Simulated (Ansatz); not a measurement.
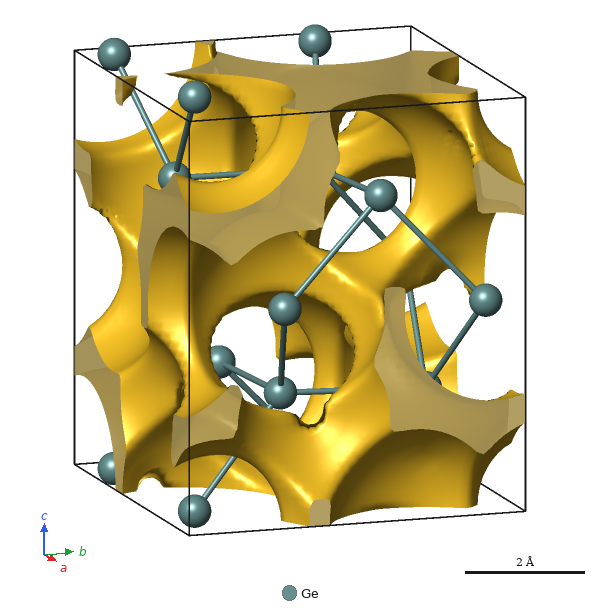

The yellow surface encloses the points that the centre of a probe sphere of radius 0.45 Å can occupy in Ge (P4_32_12), computed on a grid of about 0.12 Å (1×1×1 cells shown, view slightly off an axis; pale faces close the region where the box cuts it).

Atoms are hard spheres with touching radii (half the shortest distance): Ge 1.26 Å.

Origin of the cell: coordinates from a relaxation with DFT, PBE, plane waves (420 eV) with PAW, scalar-relativistic (Ansatz 0.2.0).

```cif
data_structure
_symmetry_space_group_name_H-M 'P4_32_12'
_symmetry_Int_Tables_number 96
_cell_length_a 5.9999
_cell_length_b 5.9999
_cell_length_c 7.1525
_cell_angle_alpha 90.000
_cell_angle_beta 90.000
_cell_angle_gamma 90.000
_cell_volume 257.48
loop_
_atom_site_label
_atom_site_type_symbol
_atom_site_symmetry_multiplicity
_atom_site_Wyckoff_symbol
_atom_site_fract_x
_atom_site_fract_y
_atom_site_fract_z
_atom_site_occupancy
Ge1 Ge 4 a 0.08825 0.08825 0.00000 1
Ge2 Ge 8 b 0.17116 0.37141 0.25503 1
```

Is the space open to the probe made of pockets or channels?

Where they connect, they form a three-dimensional network.

What share of the cell can the probe's centre reach?

About 21 % of the volume (53 Å³ of 257.5 Å³).

Give the largest included and the largest free sphere.

The largest sphere that fits anywhere has a diameter of 1.89 Å; the largest that can travel through the crystal, about 1.5 Å.

How does the connectivity change as the probe shrinks?

Below a radius of about 0.77 Å the space forms a three-dimensional network. These are grid estimates, good to about 0.05 Å.
